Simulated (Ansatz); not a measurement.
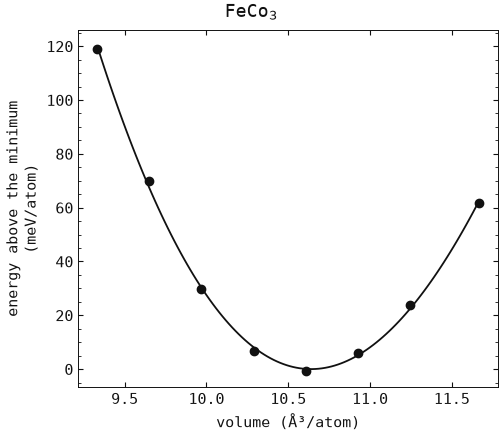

Plotted: energy above the minimum against volume for FeCo₃, space group Pm-3m (No. 221).

Starting cell:
```cif
data_structure
_symmetry_space_group_name_H-M 'P 1'
_symmetry_Int_Tables_number 1
_cell_length_a 3.4877
_cell_length_b 3.4877
_cell_length_c 3.4877
_cell_angle_alpha 90.000
_cell_angle_beta 90.000
_cell_angle_gamma 90.000
_cell_volume 42.42
loop_
_atom_site_label
_atom_site_type_symbol
_atom_site_fract_x
_atom_site_fract_y
_atom_site_fract_z
_atom_site_occupancy
Fe1 Fe 0.00000 0.00000 0.00000 1
Co1 Co 0.50000 0.50000 0.00000 1
Co2 Co 0.50000 0.00000 0.50000 1
Co3 Co 0.00000 0.50000 0.50000 1
```

How it was computed, with Ansatz 0.2.0: third-order Birch-Murnaghan fit to density functional energies at scaled volumes of the given relaxed cell, shape and atoms relaxed at each volume; energies count from the fitted minimum; plane waves with PAW datasets, Γ-centred k mesh. Level: PBEsol, collinear spin. The state reached is ferromagnetic.

wave cutoff 420 eV; k mesh 12×12×12; occupations Gaussian; smearing width 0.1 eV.

From this curve and the settings, what does the calculation give for the pressure and largest moment at the same points?

The pressure falls from 25.77 GPa at volume 9.333 Å³/atom to −17.24 GPa at 11.666 Å³/atom, and changes sign near 10.61 Å³/atom. The largest moment rises from 1.71 μB at volume 9.333 Å³/atom to 2.68 μB at 11.666 Å³/atom.

```
volume (Å³/atom)  pressure (GPa)  largest moment (μB)
           9.333           25.77                 1.71
           9.651           23.88                 2.12
           9.969           15.49                 2.31
          10.288            7.38                 2.44
          10.606            0.00                 2.52
          10.924           -6.33                 2.57
          11.242          -11.44                 2.62
          11.666          -17.24                 2.68
```

Caveats: poor fit; pressure derivative unusual.
